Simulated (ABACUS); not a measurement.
# Single-point calculation at one volume of an equation of state, with input and output: WS$_{2}$ (part 2 of 2)

The same run, continued: WS$_{2}$ (3 atoms in the cell); Kohn-Sham DFT of a periodic cell, LDA, GBRV ultrasoft 1.5 LDA, no spin polarisation (ABACUS 3.10.1); cutoff 544.23 eV, 8×8×2 k-mesh, fermi-dirac of 0.05 eV. The structure derives from a Materials Project entry. It belongs to a series of runs on one base structure; here: volume scaled by 0.94.

Geometry of the input (Å; fractional positions):
```
3.1185  0.0000  0.0000
-1.5593  2.7007  0.0000
0.0000  0.0000  16.6046
W  0.0000  0.0000  0.0000
S  0.3333  0.6667  0.0920
S  0.3333  0.6667  0.9080
```

### What the program printed, continued
```
 Density error is 0.015082288715
                          Error Threshold = 0.00012237952742
----------------------------------------------------------
     Energy           Rydberg                 eV
----------------------------------------------------------
 E_KohnSham     -207.6009747706      -2824.5561672343
 E_Harris       -208.6696652331      -2839.0964469222
 E_Fermi        0.0887121880         1.2069912395
----------------------------------------------------------

 PW ALGORITHM --------------- ION=   1  ELEC=   4--------------------------------

 Density error is 0.000914524236416
                          Error Threshold = 5.80088027498e-05
----------------------------------------------------------
     Energy           Rydberg                 eV
----------------------------------------------------------
 E_KohnSham     -207.6031306527      -2824.5854995154
 E_Harris       -206.5058075435      -2809.6556526827
 E_Fermi        0.0793971763         1.0802540024
----------------------------------------------------------

 PW ALGORITHM --------------- ION=   1  ELEC=   5--------------------------------

 Density error is 0.000409649354992
                          Error Threshold = 3.51740090929e-06
----------------------------------------------------------
     Energy           Rydberg                 eV
----------------------------------------------------------
 E_KohnSham     -207.6031955515      -2824.5863825091
 E_Harris       -206.8219789600      -2813.9573854915
 E_Fermi        0.0862758402         1.1738430262
----------------------------------------------------------

 PW ALGORITHM --------------- ION=   1  ELEC=   6--------------------------------

 Density error is 0.000279623263635
                          Error Threshold = 1.57557444228e-06
----------------------------------------------------------
     Energy           Rydberg                 eV
----------------------------------------------------------
 E_KohnSham     -207.6031629400      -2824.5859388068
 E_Harris       -206.9780997375      -2816.0815176426
 E_Fermi        0.0895389683         1.2182401613
----------------------------------------------------------

 PW ALGORITHM --------------- ION=   1  ELEC=   7--------------------------------

 Density error is 0.000120862621902
                          Error Threshold = 1.0754740909e-06
----------------------------------------------------------
     Energy           Rydberg                 eV
----------------------------------------------------------
 E_KohnSham     -207.6031760053      -2824.5861165692
 E_Harris       -207.2463839951      -2819.7317122289
 E_Fermi        0.0958617558         1.3042660997
----------------------------------------------------------

 PW ALGORITHM --------------- ION=   1  ELEC=   8--------------------------------

 Density error is 6.83359128428e-05
                          Error Threshold = 4.64856238084e-07
----------------------------------------------------------
     Energy           Rydberg                 eV
----------------------------------------------------------
 E_KohnSham     -207.6031908592      -2824.5863186669
 E_Harris       -207.3007002582      -2820.4707229014
 E_Fermi        0.0987990866         1.3442305344
----------------------------------------------------------

 PW ALGORITHM --------------- ION=   1  ELEC=   9--------------------------------

 Density error is 3.04920202975e-05
                          Error Threshold = 2.62830434011e-07
----------------------------------------------------------
     Energy           Rydberg                 eV
----------------------------------------------------------
 E_KohnSham     -207.6032268281      -2824.5868080485
 E_Harris       -207.4086865949      -2821.9399523868
 E_Fermi        0.1017865783         1.3848774452
----------------------------------------------------------

 PW ALGORITHM --------------- ION=   1  ELEC=  10--------------------------------

 Density error is 5.03050649085e-06
                          Error Threshold = 1.17277001144e-07
----------------------------------------------------------
     Energy           Rydberg                 eV
----------------------------------------------------------
 E_KohnSham     -207.6032372367      -2824.5869496649
 E_Harris       -207.5857094387      -2824.3484717392
 E_Fermi        0.1056521978         1.4374718957
----------------------------------------------------------

 PW ALGORITHM --------------- ION=   1  ELEC=  11--------------------------------

 Density error is 8.10573795137e-07
                          Error Threshold = 1.93481018879e-08
----------------------------------------------------------
     Energy           Rydberg                 eV
----------------------------------------------------------
 E_KohnSham     -207.6032411267      -2824.5870025910
 E_Harris       -207.5901335244      -2824.4086645121
 E_Fermi        0.1063722888         1.4472692369
----------------------------------------------------------

 PW ALGORITHM --------------- ION=   1  ELEC=  12--------------------------------

 Density error is 2.00508323319e-07
                          Error Threshold = 3.11759151976e-09
----------------------------------------------------------
     Energy           Rydberg                 eV
----------------------------------------------------------
 E_KohnSham     -207.6032422334      -2824.5870176485
 E_Harris       -207.5884098217      -2824.3852123339
 E_Fermi        0.1066726796         1.4513562635
----------------------------------------------------------

 PW ALGORITHM --------------- ION=   1  ELEC=  13--------------------------------

 Density error is 1.15472096883e-08
                          Error Threshold = 7.71185858918e-10
----------------------------------------------------------
     Energy           Rydberg                 eV
----------------------------------------------------------
 E_KohnSham     -207.6032422806      -2824.5870182902
 E_Harris       -207.6010757690      -2824.5575413881
 E_Fermi        0.1069465249         1.4550821205
----------------------------------------------------------

 PW ALGORITHM --------------- ION=   1  ELEC=  14--------------------------------

 Density error is 2.67623164199e-09
                          Error Threshold = 4.44123449551e-11
----------------------------------------------------------
     Energy           Rydberg                 eV
----------------------------------------------------------
 E_KohnSham     -207.6032422821      -2824.5870183107
 E_KS(sigma->0) -207.6032422821      -2824.5870183107
 E_Harris       -207.6020360023      -2824.5706060324
 E_band         -34.1636526884       -464.8203410548
 E_one_elec     -875.7581352240      -11915.3007089004
 E_Hartree      438.6666549386       5968.3660297649
 E_xc           -58.0945851151       -790.4173805110
 E_Ewald        287.5828231184       3912.7650413358
 E_entropy(-TS) -0.0000000000        -0.0000000001
 E_descf        0.0000000000         0.0000000000
 E_exx          0.0000000000         0.0000000000
 E_Fermi        0.1070152967         1.4560178079
----------------------------------------------------------

 charge density convergence is achieved
 final etot is -2824.5870183 eV
 EFERMI = 1.4560178079 eV

 STATE ENERGY(eV) AND OCCUPATIONS    NSPIN == 1
 1/5 kpoint (Cartesian) = 0.0000 0.0000 0.0000 (3993 pws)
       1       -73.4240      0.0156250
       2       -37.7415      0.0156250
       3       -37.5191      0.0156250
       4       -37.5191      0.0156250
       5       -14.6978      0.0156250
       6       -12.7963      0.0156250
       7       -6.24207      0.0156250
       8       -2.67264      0.0156250
       9       -2.67264      0.0156250
      10       -1.72095      0.0156250
      11       -1.29516      0.0156250
      12       -1.29516      0.0156250
      13       0.366481      0.0156250
      14        3.49045    3.33369e-20
      15        3.49045    3.33369e-20
      16        3.78683    8.88526e-23
      17        3.78683    8.88526e-23

 2/5 kpoint (Cartesian) = -0.040083 0.023142 0.0000 (3983 pws)
       1       -73.4206      0.0937500
       2       -37.7293      0.0937500
       3       -37.5835      0.0937500
       4       -37.5338      0.0937500
       5       -14.4148      0.0937500
       6       -12.7049      0.0937500
       7       -5.92676      0.0937500
       8       -3.29571      0.0937500
       9       -2.57186      0.0937500
      10       -2.39164      0.0937500
      11       -1.69859      0.0937500
      12      -0.905816      0.0937500
      13       0.219060      0.0937500
      14        3.16960    1.22467e-16
      15        3.33506    4.47538e-18
      16        3.53590    8.05957e-20
      17        3.98896    9.35662e-24

 3/5 kpoint (Cartesian) = -0.080166 0.046284 0.0000 (4022 pws)
       1       -73.4125      0.0937500
       2       -37.7372      0.0937500
       3       -37.7006      0.0937500
       4       -37.5695      0.0937500
       5       -13.6656      0.0937500
       6       -12.4657      0.0937500
       7       -5.38751      0.0937500
       8       -4.23247      0.0937500
       9       -3.66534      0.0937500
      10       -2.44119      0.0937500
      11       -1.69905      0.0937500
      12       -1.16058      0.0937500
      13      -0.499880      0.0937500
      14        2.85739    6.30720e-14
      15        3.18103    9.74246e-17
      16        3.76580    8.11850e-22
      17        4.85935    2.57613e-31

 4/5 kpoint (Cartesian) = -0.12025 0.069426 0.0000 (4030 pws)
       1       -73.4043      0.0937500
       2       -37.8865      0.0937500
       3       -37.6715      0.0937500
       4       -37.6047      0.0937500
       5       -12.7677      0.0937500
       6       -12.1928      0.0937500
       7       -5.97281      0.0937500
       8       -4.58871      0.0937500
       9       -4.14954      0.0937500
      10       -3.01097      0.0937500
      11       -1.54781      0.0937500
      12       -1.03908      0.0937500
      13      -0.864248      0.0937500
      14        3.24436    2.74567e-17
      15        3.37297    2.09685e-18
      16        4.43397    1.27592e-27
      17        5.39799    5.40088e-36

 5/5 kpoint (Cartesian) = 0.16033 0.27770 0.0000 (4048 pws)
       1       -73.4009      0.0468750
       2       -37.9475      0.0468750
       3       -37.6597      0.0468750
       4       -37.6192      0.0468750
       5       -12.3189      0.0468750
       6       -12.0667      0.0468750
       7       -6.40224      0.0468750
       8       -4.96443      0.0468750
       9       -4.21818      0.0468750
      10       -3.21609      0.0468750
      11       -1.67601      0.0468750
      12      -0.804432      0.0468750
      13      -0.522590      0.0468750
      14        3.46804    1.56581e-19
      15        3.95489    9.24723e-24
      16        4.59471    2.56228e-29
      17        5.59815    4.92960e-38

------------------------------------------------------------------------------------------
 TOTAL-FORCE (eV/Angstrom)
------------------------------------------------------------------------------------------
                        W1         0.0000000000         0.0000000000         0.0000000000
                        S1         0.0000000000         0.0000000000         0.8400485078
                        S2         0.0000000000         0.0000000000        -0.8400485078
------------------------------------------------------------------------------------------

----------------------------------------------------------------
 TOTAL-STRESS (KBAR)
----------------------------------------------------------------
        10.3290454273        -0.0000000000         0.0000000000
         0.0000000000        10.3290454276        -0.0000000000
         0.0000000000        -0.0000000000        24.9533068387
----------------------------------------------------------------
 TOTAL-PRESSURE: 15.203799 KBAR

 --------------------------------------------
 !FINAL_ETOT_IS -2824.5870183107481353 eV
 --------------------------------------------
```

### Standard output
```
ABACUS v3.10.1

               Atomic-orbital Based Ab-initio Computation at UStc

%%%%%%%%%%%%%%%%%%%%%%%%%%%%%%%%%%%%%%%%%%%%%%%%%%%%%%%%%%%%%%%%%%%%%%%%%%%%%%%%%%%%%%%%%%%%%%%%%%%%%%%%%
 Warning: the number of valence electrons in pseudopotential > 6 for W: [Xe] 4f14 5d4 6s2
 Pseudopotentials with additional electrons can yield (more) accurate outcomes, but may be less efficient.
 If you're confident that your chosen pseudopotential is appropriate, you can safely ignore this warning.
%%%%%%%%%%%%%%%%%%%%%%%%%%%%%%%%%%%%%%%%%%%%%%%%%%%%%%%%%%%%%%%%%%%%%%%%%%%%%%%%%%%%%%%%%%%%%%%%%%%%%%%%%

 UNIFORM GRID DIM        : 24 * 24 * 128
 UNIFORM GRID DIM(BIG)   : 36 * 36 * 180
 UNIFORM GRID DIM(DENSE) : 36 * 36 * 180
 ---------------------------------------------------------
 Self-consistent calculations for electrons
 ---------------------------------------------------------
 SPIN    KPOINTS         PROCESSORS  THREADS
 1       20              4           4
 ---------------------------------------------------------
 Use plane wave basis
 ---------------------------------------------------------
 ELEMENT NATOM       XC
 W       1
 S       2
 ---------------------------------------------------------
 Initial plane wave basis and FFT box
 ---------------------------------------------------------
 -------------------------------------------
 SELF-CONSISTENT :
 -------------------------------------------
 START CHARGE      : atomic
 ITER       ETOT/eV          EDIFF/eV         DRHO     TIME/s
 DA1     -2.82430027e+03   0.00000000e+00   1.0365e-01   6.38
 DA2     -2.82446166e+03  -1.61392540e-01   3.1819e-02   3.38
 DA3     -2.82455617e+03  -9.45034374e-02   1.5082e-02   3.42
 DA4     -2.82458550e+03  -2.93322811e-02   9.1452e-04   2.69
 DA5     -2.82458638e+03  -8.82993667e-04   4.0965e-04   3.77
 DA6     -2.82458594e+03   4.43702304e-04   2.7962e-04   3.06
 DA7     -2.82458612e+03  -1.77762394e-04   1.2086e-04   4.25
 DA8     -2.82458632e+03  -2.02097733e-04   6.8336e-05   3.22
 DA9     -2.82458681e+03  -4.89381621e-04   3.0492e-05   3.36
 DA10    -2.82458695e+03  -1.41616343e-04   5.0305e-06   3.00
 DA11    -2.82458700e+03  -5.29261678e-05   8.1057e-07   4.59
 DA12    -2.82458702e+03  -1.50574404e-05   2.0051e-07   3.75
 DA13    -2.82458702e+03  -6.41725929e-07   1.1547e-08   4.62
 DA14    -2.82458702e+03  -2.05587564e-08   2.6762e-09   4.32
----------------------------------------------------------------
 TOTAL-STRESS (KBAR)
----------------------------------------------------------------
        10.3290454273        -0.0000000000         0.0000000000
         0.0000000000        10.3290454276        -0.0000000000
         0.0000000000        -0.0000000000        24.9533068387
----------------------------------------------------------------
 TOTAL-PRESSURE: 15.203799 KBAR
```

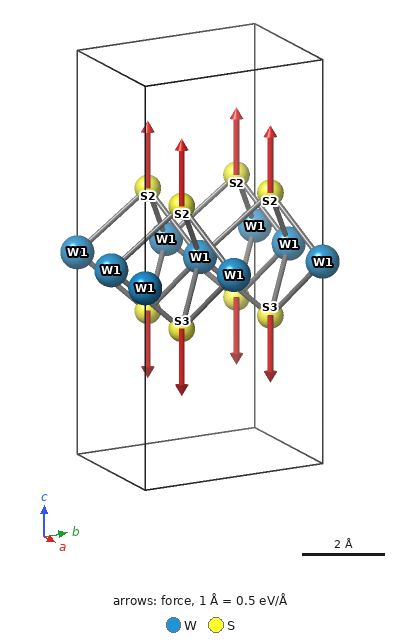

Fig. 1: Forces on the atoms as red arrows (ball-and-stick view of the 2 × 2 repeat of the cell, with the vacuum cut short, seen slightly off an axis; atoms are numbered from 1 in the order of the input). The largest act on S2, S3 (0.84 eV/Å). The geometry is not a stationary point of this energy.

### Results in brief

- outcome: converged
- space group (tolerance 0.01 Å): P-6m2 (187)
- electrons treated: 26
- free energy: −2824.5870 eV
- Fermi energy: 1.456 eV
- gap on the k-point mesh: 2.24 eV
- pressure: 1.52 GPa
- largest force (length of the vector): 0.840 eV/Å
- hardware: 4 threads of Intel Xeon (Granite Rapids), 32 GiB of memory available, shared host
- wall time: 4.8 min (CPU time 19 min)
- peak memory: 2.7 GiB

### Notes

Spin–orbit coupling is left out, which matters for W.
